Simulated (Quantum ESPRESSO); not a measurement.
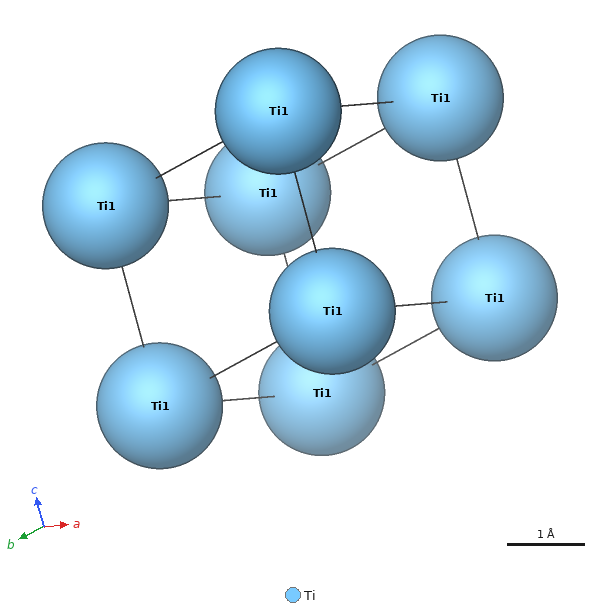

Fig. 1: The structure as given in the input (spheres-only view of the cell of the calculation, seen at an oblique angle; atoms are numbered from 1 in the order of the input). An atom can appear more than once, as a periodic image.

# Run report: Ti, band-structure run (part 1 of 2)

The run: band-structure run of Ti (Im-3m, 1 atom in the cell). Method and program: Kohn-Sham DFT of a periodic cell, PBEsol, PseudoDojo 0.4 SR PBEsol stringent, no spin polarisation (Quantum ESPRESSO 7.5).

The structure derives from an entry of the Crystallography Open Database.

The program's output:
```
This program is part of the open-source Quantum ESPRESSO suite
     for quantum simulation of materials; please cite
         "P. Giannozzi et al., J. Phys.:Condens. Matter 21 395502 (2009);
         "P. Giannozzi et al., J. Phys.:Condens. Matter 29 465901 (2017);
         "P. Giannozzi et al., J. Chem. Phys. 152 154105 (2020);
          URL
     in publications or presentations arising from this work. More details at

     Message from routine setup:
     using ibrav=0 with symmetry is DISCOURAGED, use correct ibrav instead

     G-vector sticks info
     --------------------
     sticks:   dense  smooth     PW     G-vecs:    dense   smooth      PW
     Sum         727     727    221                12479    12479    2123

     Using Slab Decomposition

     bravais-lattice index     =            0
     lattice parameter (alat)  =       5.3712  a.u.
     unit-cell volume          =     119.2840 (a.u.)^3
     number of atoms/cell      =            1
     number of atomic types    =            1
     number of electrons       =        12.00
     number of Kohn-Sham states=           12
     kinetic-energy cutoff     =      84.0000  Ry
     charge density cutoff     =     336.0000  Ry
     scf convergence threshold =      2.0E-10
     mixing beta               =       0.5000
     number of iterations used =            8  plain     mixing
     Exchange-correlation= PBESOL
                           (   1   4  10   8   0   0   0)

     celldm(1)=   5.371160  celldm(2)=   0.000000  celldm(3)=   0.000000
     celldm(4)=   0.000000  celldm(5)=   0.000000  celldm(6)=   0.000000

     crystal axes: (cart. coord. in units of alat)
               a(1) = (  -0.577350   0.577350   0.577350 )
               a(2) = (   0.577350  -0.577350   0.577350 )
               a(3) = (   0.577350   0.577350  -0.577350 )

     reciprocal axes: (cart. coord. in units 2 pi/alat)
               b(1) = ( -0.000000  0.866025  0.866025 )
               b(2) = (  0.866025 -0.000000  0.866025 )
               b(3) = (  0.866025  0.866025  0.000000 )

     PseudoPot. # 1 for Ti read from file:
     Ti.upf
     Pseudo is Norm-conserving + core correction, Zval = 12.0
     Generated using ONCVPSP code by D. R. Hamann
     Using radial grid of 1586 points,  6 beta functions with:
                l(1) =   0
                l(2) =   0
                l(3) =   1
                l(4) =   1
                l(5) =   2
                l(6) =   2

     atomic species   valence    mass     pseudopotential
     Ti               12.00    47.86700     Ti( 1.00)

     48 Sym. Ops., with inversion, found

   Cartesian axes

     site n.     atom                  positions (alat units)
         1        Ti     tau(   1) = (   0.0000000   0.0000000   0.0000000  )

     number of k points=    56  Fermi-Dirac smearing, width (Ry)=  0.0037
                       cart. coord. in units 2pi/alat
        k(    1) = (   0.0000000   0.0000000   0.0000000), wk =   0.0015026
        k(    2) = (   0.0787296   0.0787296   0.0000000), wk =   0.0180316
        k(    3) = (   0.1574592   0.1574592   0.0000000), wk =   0.0180316
        k(    4) = (   0.2361887   0.2361887   0.0000000), wk =   0.0180316
        k(    5) = (   0.3149183   0.3149183   0.0000000), wk =   0.0180316
        k(    6) = (   0.3936479   0.3936479   0.0000000), wk =   0.0180316
        k(    7) = (   0.1574592   0.0787296   0.0787296), wk =   0.0360631
        k(    8) = (   0.2361887   0.1574592   0.0787296), wk =   0.0721262
        k(    9) = (   0.3149183   0.2361887   0.0787296), wk =   0.0721262
        k(   10) = (   0.3936479   0.3149183   0.0787296), wk =   0.0721262
        k(   11) = (   0.4723775   0.3936479   0.0787296), wk =   0.0360631
        k(   12) = (   0.3149183   0.1574592   0.1574592), wk =   0.0360631
        k(   13) = (   0.3936479   0.2361887   0.1574592), wk =   0.0721262
        k(   14) = (   0.4723775   0.3149183   0.1574592), wk =   0.0721262
        k(   15) = (   0.4723775   0.2361887   0.2361887), wk =   0.0360631
        k(   16) = (   0.5511071   0.3149183   0.2361887), wk =   0.0360631
        k(   17) = (   0.1574592   0.1574592   0.1574592), wk =   0.0120210
        k(   18) = (   0.2361887   0.2361887   0.1574592), wk =   0.0360631
        k(   19) = (   0.3149183   0.3149183   0.1574592), wk =   0.0360631
        k(   20) = (   0.3936479   0.3936479   0.1574592), wk =   0.0360631
        k(   21) = (  -0.0000000  -0.0000000   0.1574592), wk =   0.0090158
        k(   22) = (   0.3149183   0.2361887   0.2361887), wk =   0.0360631
        k(   23) = (   0.3936479   0.3149183   0.2361887), wk =   0.0721262
        k(   24) = (   0.4723775   0.3936479   0.2361887), wk =   0.0360631
        k(   25) = (   0.0000000  -0.0787296   0.2361887), wk =   0.0360631
        k(   26) = (   0.4723775   0.3149183   0.3149183), wk =   0.0360631
        k(   27) = (  -0.0000000  -0.1574592   0.3149183), wk =   0.0360631
        k(   28) = (   0.0787296  -0.0787296   0.3149183), wk =   0.0360631
        k(   29) = (  -0.0000000  -0.2361887   0.3936479), wk =   0.0360631
        k(   30) = (   0.0787296  -0.1574592   0.3936479), wk =   0.0721262
        k(   31) = (  -0.0000000  -0.3149183   0.4723775), wk =   0.0360631
        k(   32) = (   0.0787296  -0.2361887   0.4723775), wk =   0.0721262
        k(   33) = (   0.1574592  -0.1574592   0.4723775), wk =   0.0360631
        k(   34) = (  -0.7872958  -0.3149183  -0.3149183), wk =   0.0360631
        k(   35) = (  -0.7085662  -0.2361887  -0.3149183), wk =   0.0721262
        k(   36) = (  -0.6298367  -0.2361887  -0.2361887), wk =   0.0120210
        k(   37) = (   0.3149183   0.3149183   0.3149183), wk =   0.0120210
        k(   38) = (   0.3936479   0.3936479   0.3149183), wk =   0.0360631
        k(   39) = (   0.0000000   0.0000000   0.3149183), wk =   0.0090158
        k(   40) = (   0.4723775   0.3936479   0.3936479), wk =   0.0120210
        k(   41) = (  -0.0000000  -0.0787296   0.3936479), wk =   0.0360631
        k(   42) = (  -0.0000000  -0.1574592   0.4723775), wk =   0.0360631
        k(   43) = (   0.0787296  -0.0787296   0.4723775), wk =   0.0360631
        k(   44) = (  -0.0000000  -0.2361887   0.5511071), wk =   0.0360631
        k(   45) = (   0.0787296  -0.1574592   0.5511071), wk =   0.0721262
        k(   46) = (  -0.7872958  -0.2361887  -0.2361887), wk =   0.0360631
        k(   47) = (  -0.7085662  -0.1574592  -0.2361887), wk =   0.0360631
        k(   48) = (  -0.0000000  -0.0000000   0.4723775), wk =   0.0090158
        k(   49) = (  -0.0000000  -0.0787296   0.5511071), wk =   0.0360631
        k(   50) = (  -0.0000000  -0.1574592   0.6298367), wk =   0.0360631
        k(   51) = (   0.0787296  -0.0787296   0.6298367), wk =   0.0360631
        k(   52) = (  -0.7872958  -0.1574592  -0.1574592), wk =   0.0360631
        k(   53) = (  -0.0000000  -0.0000000   0.6298367), wk =   0.0090158
        k(   54) = (  -0.0000000  -0.0787296   0.7085662), wk =   0.0360631
        k(   55) = (  -0.7872958  -0.0787296  -0.0787296), wk =   0.0120210
        k(   56) = (  -0.0000000  -0.0000000   0.7872958), wk =   0.0090158

     Dense  grid:    12479 G-vectors     FFT dimensions: (  32,  32,  32)

     Initial potential from superposition of free atoms

     starting charge      11.9985, renormalised to      12.0000
     Starting wfcs are   10 randomized atomic wfcs +    2 random wfcs

     Self-consistent Calculation

     iteration #  1     ecut=    84.00 Ry     beta= 0.50
     Davidson diagonalization with overlap
     ethr =  1.00E-02,  avg # of iterations =  3.4

     Threshold (ethr) on eigenvalues was too large:
     Diagonalizing with lowered threshold

     Davidson diagonalization with overlap
     ethr =  3.17E-04,  avg # of iterations =  1.2

     total energy              =    -118.58154443 Ry
     estimated scf accuracy    <       0.04015988 Ry

     iteration #  2     ecut=    84.00 Ry     beta= 0.50
     Davidson diagonalization with overlap
     ethr =  3.35E-04,  avg # of iterations =  1.9

     total energy              =    -118.59197197 Ry
     estimated scf accuracy    <       0.00250035 Ry

     iteration #  3     ecut=    84.00 Ry     beta= 0.50
     Davidson diagonalization with overlap
     ethr =  2.08E-05,  avg # of iterations =  2.1

     total energy              =    -118.59244641 Ry
     estimated scf accuracy    <       0.00008555 Ry

     iteration #  4     ecut=    84.00 Ry     beta= 0.50
     Davidson diagonalization with overlap
     ethr =  7.13E-07,  avg # of iterations =  2.2

     total energy              =    -118.59245789 Ry
     estimated scf accuracy    <       0.00000678 Ry

     iteration #  5     ecut=    84.00 Ry     beta= 0.50
     Davidson diagonalization with overlap
     ethr =  5.65E-08,  avg # of iterations =  1.1

     total energy              =    -118.59245695 Ry
     estimated scf accuracy    <       0.00000206 Ry

     iteration #  6     ecut=    84.00 Ry     beta= 0.50
     Davidson diagonalization with overlap
     ethr =  1.71E-08,  avg # of iterations =  2.0

     total energy              =    -118.59245742 Ry
     estimated scf accuracy    <       0.00000006 Ry

     iteration #  7     ecut=    84.00 Ry     beta= 0.50
     Davidson diagonalization with overlap
     ethr =  5.28E-10,  avg # of iterations =  1.3

     total energy              =    -118.59245742 Ry
     estimated scf accuracy    <          3.2E-09 Ry

     iteration #  8     ecut=    84.00 Ry     beta= 0.50
     Davidson diagonalization with overlap
     ethr =  2.68E-11,  avg # of iterations =  2.2

     total energy              =    -118.59245742 Ry
     estimated scf accuracy    <          1.5E-09 Ry

     iteration #  9     ecut=    84.00 Ry     beta= 0.50
     Davidson diagonalization with overlap
     ethr =  1.28E-11,  avg # of iterations =  1.3

     End of self-consistent calculation

          k = 0.0000 0.0000 0.0000 (  1505 PWs)   bands (ev):

   -43.5437 -19.5311 -19.5311 -19.5311   6.8517  13.7365  13.7365  13.7365
    15.4783  15.4783  30.0918  30.0918

          k = 0.0787 0.0787 0.0000 (  1529 PWs)   bands (ev):

   -43.5338 -19.5845 -19.5476 -19.5314   7.1281  13.6120  13.6960  13.9380
    15.3423  15.4864  29.6096  30.0240

          k = 0.1575 0.1575 0.0000 (  1529 PWs)   bands (ev):

   -43.5072 -19.7260 -19.5917 -19.5322   7.9039  13.2946  13.4810  14.5112
    15.1687  15.5223  28.0727  29.3573

          k = 0.2362 0.2362 0.0000 (  1545 PWs)   bands (ev):

   -43.4721 -19.9074 -19.6490 -19.5333   8.9877  12.9103  13.1368  15.2249
    15.3533  15.6017  25.7287  28.0537

          k = 0.3149 0.3149 0.0000 (  1553 PWs)   bands (ev):

   -43.4397 -20.0705 -19.7011 -19.5344   9.9364  12.5832  13.1580  15.3866
    15.7112  16.2594  23.3055  26.8447

          k = 0.3936 0.3936 0.0000 (  1552 PWs)   bands (ev):

   -43.4204 -20.1659 -19.7318 -19.5350  10.3088  12.3990  13.7077  15.4605
    15.7954  16.8891  21.6183  26.1515

          k = 0.1575 0.0787 0.0787 (  1529 PWs)   bands (ev):

   -43.5156 -19.6817 -19.5660 -19.5442   7.6563  13.4395  13.4980  14.3536
    15.1471  15.5443  28.7736  29.4740

          k = 0.2362 0.1575 0.0787 (  1543 PWs)   bands (ev):

   -43.4847 -19.8354 -19.6193 -19.5502   8.6064  13.0829  13.1744  15.0457
    15.1118  15.6474  27.0013  28.2089

          k = 0.3149 0.2362 0.0787 (  1554 PWs)   bands (ev):

   -43.4510 -19.9965 -19.6835 -19.5527   9.6920  12.7143  12.9252  15.2001
    15.7443  16.0390  24.5353  27.0096

          k = 0.3936 0.3149 0.0787 (  1563 PWs)   bands (ev):

   -43.4251 -20.1168 -19.7331 -19.5541  10.3699  12.4738  13.1708  15.3810
    15.8550  16.9052  22.3196  26.1273

          k = 0.4724 0.3936 0.0787 (  1556 PWs)   bands (ev):

   -43.4154 -20.1611 -19.7516 -19.5547  10.5131  12.3886  13.5122  15.4191
    15.9474  17.3029  21.3280  25.7996

          k = 0.3149 0.1575 0.1575 (  1556 PWs)   bands (ev):

   -43.4552 -19.9570 -19.6739 -19.5748   9.6176  12.6908  12.8993  15.0467
    15.7706  16.0398  25.8580  26.0676

          k = 0.3936 0.2362 0.1575 (  1561 PWs)   bands (ev):

   -43.4279 -20.0535 -19.7496 -19.5855  10.5727  12.3894  12.7749  15.2205
    15.8591  17.1062  23.4813  24.9916

          k = 0.4724 0.3149 0.1575 (  1558 PWs)   bands (ev):

   -43.4116 -20.1048 -19.8021 -19.5894  10.9582  12.3695  12.8862  15.3823
    15.9467  18.0710  21.5674  24.3752

          k = 0.4724 0.2362 0.2362 (  1553 PWs)   bands (ev):

   -43.4102 -20.0573 -19.8466 -19.6037  11.3464  12.1335  12.6518  15.3958
    15.8647  18.4504  22.6268  22.6717

          k = 0.5511 0.3149 0.2362 (  1548 PWs)   bands (ev):

   -43.4036 -20.0356 -19.9077 -19.6087  11.5939  12.2465  12.4518  15.5456
    15.8335  19.5755  21.1225  22.3122

          k = 0.1575 0.1575 0.1575 (  1550 PWs)   bands (ev):

   -43.4925 -19.8130 -19.5702 -19.5702   8.3915  13.1006  13.1006  15.0924
    15.3851  15.3851  27.9206  27.9206

          k = 0.2362 0.2362 0.1575 (  1549 PWs)   bands (ev):

   -43.4621 -19.9494 -19.6376 -19.5757   9.4501  12.7123  12.7439  15.3705
    15.5864  16.0357  25.8239  26.8577

          k = 0.3149 0.3149 0.1575 (  1557 PWs)   bands (ev):

   -43.4340 -20.0585 -19.7136 -19.5809  10.4188  12.4223  12.6928  15.4767
    15.7319  17.0434  23.3778  25.9206

          k = 0.3936 0.3936 0.1575 (  1556 PWs)   bands (ev):

   -43.4173 -20.1182 -19.7630 -19.5840  10.7744  12.2696  13.1458  15.5606
    15.8137  17.8417  21.5540  25.3773

          k =-0.0000-0.0000 0.1575 (  1529 PWs)   bands (ev):

   -43.5241 -19.6025 -19.5644 -19.5644   7.3976  13.6959  13.6959  13.9403
    15.0116  15.6453  29.1123  30.4432

          k = 0.3149 0.2362 0.2362 (  1558 PWs)   bands (ev):
```
